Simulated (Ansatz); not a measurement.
**Single-point calculation of C**

C (2 atoms in the cell), computed with DFT, PBE, plane waves, PAW, PAW set soft_1, no spin polarisation (Ansatz 0.2.0).

The structure derives from a Materials Project entry.

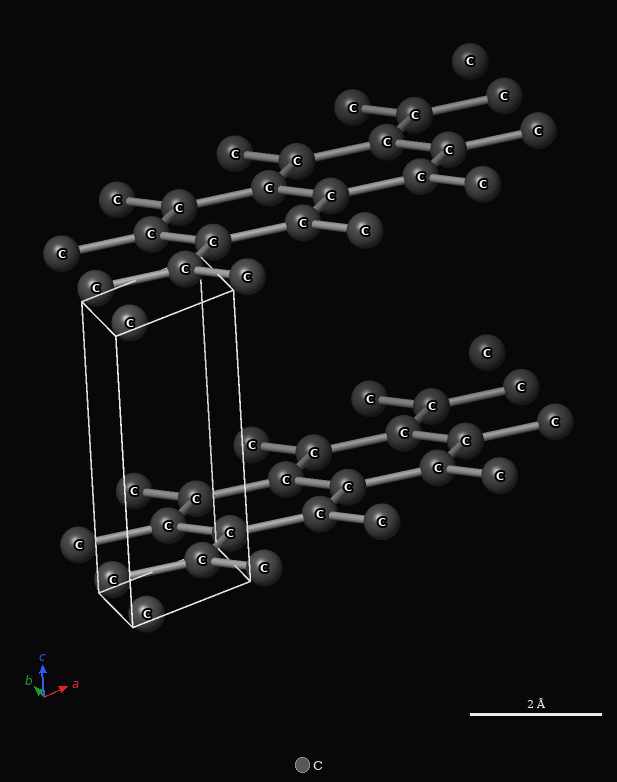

**Figure 1.** The input geometry (ball-and-stick view of the reduced cell, repeated 4 × 3 × 1, seen slightly off an axis). An atom can appear more than once, as a periodic image. Near neighbours in the periodic cell (some may lie outside the picture): C has 3 C at 1.42 Å.

**Results in brief**

| quantity | value |
| --- | --- |
| outcome | converged |
| space group (tolerance 0.01 Å) | R-3m (166) |
| electrons treated | 8 |
| free energy | −501.8826 eV |
| Fermi energy | 4.674 eV |
| gap on the k-point mesh | 0.14 eV |
| pressure | −0.01 GPa |
| largest force (length of the vector) | under 0.001 eV/Å |
| hardware | 2 threads of Arm Neoverse N1, 98 GiB of memory available, shared host |
| wall time | 2.5 s (CPU time 4.5 s) |
| peak memory | 0.3 GiB |

**Remarks**

Settings chosen away from the usual ones: basis.xc_grid set to 1; basis.ecutwfc removed.

**Input file**
```yaml
crystal:
  lattice:
    - [2.1361629736, -1.2333240166, -0.0089035817]
    - [2.1361629736, 1.2333240166, -0.0089035817]
    - [-1.3998617095, 0.0, 4.2415963106]
  atoms:
    - { symbol: C, position: [0.83334462, 0.83334462, 3.35851e-05] }
    - { symbol: C, position: [0.16665538, 0.16665538, 0.9999664149] }
basis:
  xc_grid: 1
kpoints:
  mp_grid: { grid: [12, 12, 6] }
hamiltonian:
  xc: pbe
  pseudopotentials: { kind: paw, azcp: { folder: soft_1 } }
scf:
  occupations: { method: gaussian, width: 0.02 }
output:
  forces: true
  eigenvalues: true
  stress: true
```

Launch command:
```bash
ansatz run input.yaml --threads 2 --pin off --max-ram 6144MiB --backend cpu --events-out ev --progress --plain --runs-dir out
```

**The program's output**
```
Engine: ansatz 0.2.0, aarch64-unknown-linux-gnu
Pseudopotentials: kind: paw
Pseudopotential: C, paw, valence charge 4, recommended cutoff 420 eV (normal), [file]
Functional definition: PBE
  parameter kappa = 0.804
  parameter beta = 0.06672455060314922
  exchange = pbe_x(kappa = kappa, mu = beta*pi^2/3)
  correlation = pbe_c(beta = beta)
Crystal: 2 atoms, lattice volume = 22.319 Å³
Basis set: ecut = 420 eV, 429 PW (Γ)
Bands: 8, of which v1, the nominal top of the filled ones, is band 4 counted from 1 (3 counted from 0)
Symmetry: 4 space group operations
Space group: C2/m (ITA 12), of the structure as read, at distance tolerance 2.8e-5 Å
k-points: 242 of 864
Non-local potential: C, projectors of the file, l = 0: 2, l = 1: 2, l = 2: 1
PAW form: soft (Blöchl's): semilocal exchange-correlation on the pseudo side does not see the compensation charge
PAW one-centre angular grid: C, 110 points (default); XC on 64 Gauss nodes
Initial density: superposition of atomic densities (chi_scale 0.1, normalization cell)
Initial wavefunctions: pseudopotential atomic-orbital guess
Functional: x = pbe(κ = 0.804, μ = 0.2195149727645171), c = pbe(β = 0.06672455060314922)
SCF iter   1: F=—  HF=-503.015452 eV  |F-HF|=—  |Δ(HF+E_count)|=         —  Δρ=1.14e-1  dr2=2.62e0  ethr=3.10e-3  ⟨swp⟩=5.0  Hψ=13946  notcnv=0
preconditioner: auto → none  [insulator: Δε(μ)=0.086 eV  Ē_g=18.919 eV  σ=0.020 eV  W_gap=1.00  n_scr=2 (ndim 8)  ℏωp=22.2 eV  f_vac=0.125  D(μ)=0.01/eV (n_scr^D=0)  ε∞_Penn≈2.4]
SCF iter   2: F=—  HF=-501.944750 eV  |F-HF|=—  |Δ(HF+E_count)|=    1.07e0  Δρ=4.07e-2  dr2=2.19e-1  ethr=3.10e-3  ⟨swp⟩=2.3  Hψ=5848  notcnv=0
SCF iter   3: F=—  HF=-501.881684 eV  |F-HF|=—  |Δ(HF+E_count)|=   6.31e-2  Δρ=8.13e-3  dr2=4.69e-3  ethr=2.73e-3  ⟨swp⟩=2.8  Hψ=4558  notcnv=0
SCF iter   4: F=—  HF=-501.882621 eV  |F-HF|=—  |Δ(HF+E_count)|=   9.37e-4  Δρ=2.04e-4  dr2=8.10e-6  ethr=5.86e-5  ⟨swp⟩=2.5  Hψ=3991  notcnv=0
SCF iter   5: F=—  HF=-501.882622 eV  |F-HF|=—  |Δ(HF+E_count)|=   8.58e-7  Δρ=8.16e-5  dr2=5.19e-7  ethr=1.01e-7  ⟨swp⟩=2.2  Hψ=2825  notcnv=0
SCF iter   6: F=-501.882622 eV  HF=-501.882622 eV  |F-HF|=9.46e-10  |Δ(HF+E_count)|=   4.89e-7  Δρ=7.16e-6  dr2=5.88e-9  ethr=1.25e-9  ⟨swp⟩=6.0  Hψ=10720  notcnv=0
SCF 1 converged in 6 iterations: F = -501.882622 eV  dr2 = 5.88e-9
  greatest PAW one-centre occupation: 0.673 electrons in one spin orbital (limit 2), on the C atom at site 1 (counted from 0), in its partial waves of l = 0
```

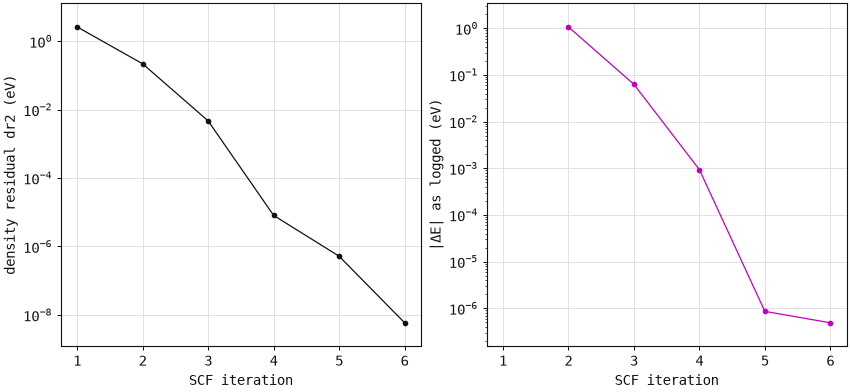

**Figure 2.** Convergence of the self-consistent field: density residual dr2 and size of the energy change against the SCF iteration. The residual falls at every step.

```
SCF converged after 6 iterations
Free energy (F): -501.882622 eV
Harris-Foulkes:  -501.882622 eV  (|F-HF|=9.46e-10)
Internal energy: -501.882622 eV  (E = F + TS)
E sigma→0 (E₀):  -501.882622 eV
Fermi energy:    4.673748 eV
--- Per-component energies (eV) ---
  E_band       = -35.771387
  E_kinetic    = 176.844085
  E_local      = -435.435474  (includes V_loc(G=0)·N_el)
  E_nonlocal   = 46.852737
  E_hartree    = 153.592094
  E_xc         = -93.844416
  E_vxc        = -115.547238  (∫ρ·V_xc dr)
  E_paw        = -200.185628  (= ΣΔE_a)
  E_vpaw       = -15.669208  (= ΣTr[D̂ρ^β])
  E_aug_tail   = 0.000033  (compensation charges beyond the density's cutoff)
  E_ewald      = -149.706053
  E_smearing   = -0.000000  (= −TS)
  E_closure    = 0.000000  (closes the sum)
  Σ components = -501.882622   (vs F -501.882622, Δ=0.00e0)
--- Forces (eV/Å), atoms counted from 1 ---
  atom   1  C     -0.00002064    -0.00000000     0.00017259
  atom   2  C      0.00002064     0.00000000    -0.00017259
  max |Σ_I F_I| component: 3.39e-21 eV/Å
--- Stress (GPa, compression-positive) ---
       -0.007488      -0.000000      -0.001300
       -0.000000      -0.006918      -0.000000
       -0.001300      -0.000000      -0.026474
  P = ⅓ Tr σ = -0.0136 GPa (-0.136 kbar)
--- Band table (eV; the first three rows and the last of 242) ---
  k-point 0: bands = ["-14.8632", "-2.6844", "1.6318", "1.6319", "7.7789", "13.0017", "13.0018", "16.0516"]
  k-point 1: bands = ["-14.8537", "-2.8188", "1.6318", "1.6318", "8.3786", "13.0005", "13.0005", "16.0585"]
  k-point 2: bands = ["-14.8347", "-3.0698", "1.6312", "1.6312", "9.9103", "12.9973", "12.9973", "16.0711"]
  k-point 241: bands = ["-9.6122", "-8.5741", "-1.7541", "2.3890", "6.4586", "12.0674", "15.6697", "15.9950"]
```

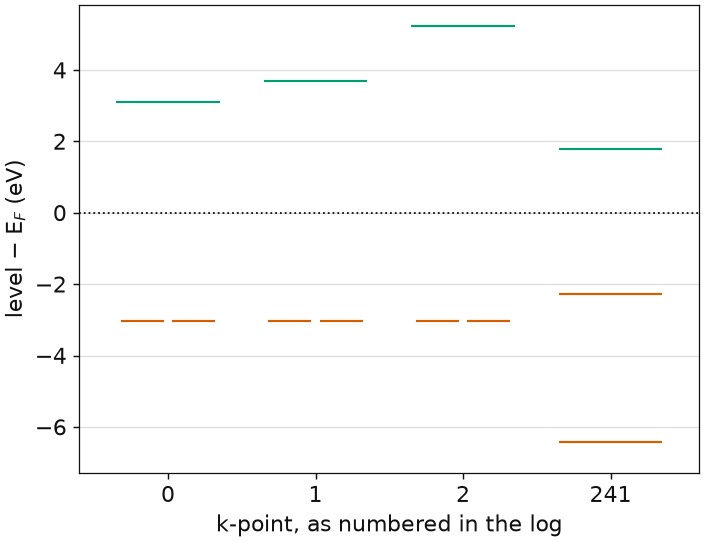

**Figure 3.** Kohn–Sham levels near the Fermi level (dotted) at the few k-points that the log prints; levels within 0.02 eV of each other stand side by side. Among these points the highest filled and lowest empty levels are 4.07 eV apart; the gap on the full mesh, 0.14 eV, has an edge at a point that isn't printed.
